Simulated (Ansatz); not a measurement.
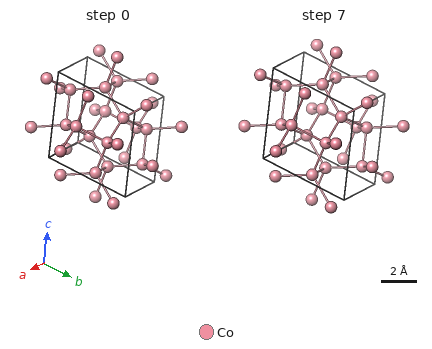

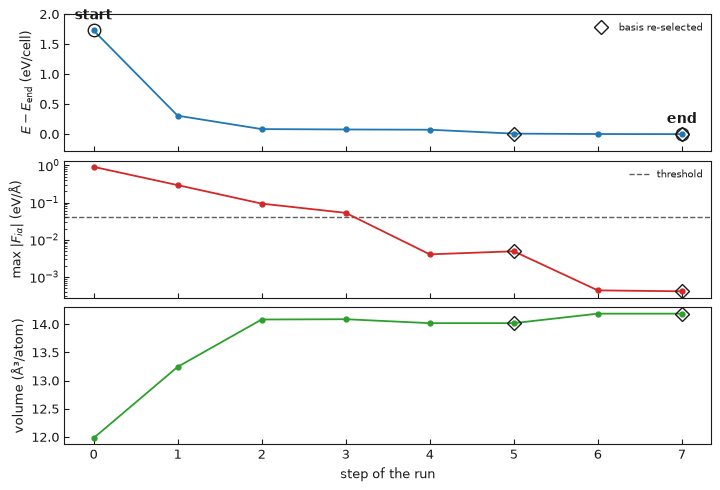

First and last geometry of a relaxation of a crystal of Co (built on the Si_206 type) (coarse preliminary run), with the history of the run. The picture is a ball-and-stick view of the cell of the calculation, seen slightly off an axis.

Case: Si type (Ia-3, No. 206).

Theory: DFT PBE, scalar-relativistic, plane waves, PAW in Ansatz.

The input:
```yaml
crystal:
  lattice:
    - [-2.8829504104, 2.8829504104, 2.8829504104]
    - [2.8829504104, -2.8829504104, 2.8829504104]
    - [2.8829504104, 2.8829504104, -2.8829504104]
  atoms:
    - { symbol: Co, position: [0.206, 0.206, 0.206], spin: 1.42 }
    - { symbol: Co, position: [0.5, 0.0, 0.294], spin: 1.42 }
    - { symbol: Co, position: [0.294, 0.5, 0.0], spin: 1.42 }
    - { symbol: Co, position: [0.0, 0.294, 0.5], spin: 1.42 }
    - { symbol: Co, position: [0.794, 0.794, 0.794], spin: 1.42 }
    - { symbol: Co, position: [0.5, 0.0, 0.706], spin: 1.42 }
    - { symbol: Co, position: [0.706, 0.5, 0.0], spin: 1.42 }
    - { symbol: Co, position: [0.0, 0.706, 0.5], spin: 1.42 }
basis:
  ecutwfc: 420
kpoints:
  mp_grid: { grid: [4, 4, 4] }
hamiltonian:
  xc: pbe
scf:
  occupations: { method: gaussian, width: 0.1 }
  lower_state_search: "off"
output:
  forces: true
  stress: true
  eigenvalues: true
  populations: true
magnetization:
  spin_polarized: true
relax:
  adjacent_minimum: "off"
  f_tol: 0.04
  max_steps: 70
  cell: { stress_tol: 0.4 }
```

Question: Did the run converge, and what did it change?

Answer: It converged. The largest moves relative to the cell, 0.041 Å, are those of 8 atoms (Co1, Co2, Co3, Co4 and others). Co6 goes along +c. The volume changes by +18.4 %, with a = b = c 4.993 → 5.283 Å (+5.8 %). Among the contacts that change: Co1–Co5 2.057 → 2.259 Å, Co1–Co2 2.070 → 2.179 Å. The space group stays Ia-3 (No. 206). The energy falls by 1.729 eV per cell of the calculation in 5 accepted moves (7 points after the start). The largest force component goes from 0.92 to 0.00041 eV/Å. The pressure goes from 28.76 to 0.34 GPa. The SCF was repeated twice at an unchanged geometry on a basis and grid sized afresh for the cell, which shifted the energy by 64.8 meV per cell of the calculation at most. The run may lie on a higher electronic state than the lowest, so the end point isn't shown to be the ground-state structure.

```csv
step,"E − E(0), meV/atom","largest force component, eV/Å","pressure, GPa","volume, Å³/atom",note
0,0.00,0.9178,28.76,11.981,
1,-177.70,0.2963,10.25,13.244,
2,-205.66,0.0942,0.21,14.085,
3,-206.46,0.0531,-0.09,14.090,
4,-206.99,0.0041,0.19,14.020,
5,-215.09,0.0049,1.60,14.020,"same geometry, new basis"
6,-215.96,0.0004,0.35,14.188,
7,-216.15,0.0004,0.34,14.188,"same geometry, new basis"
```
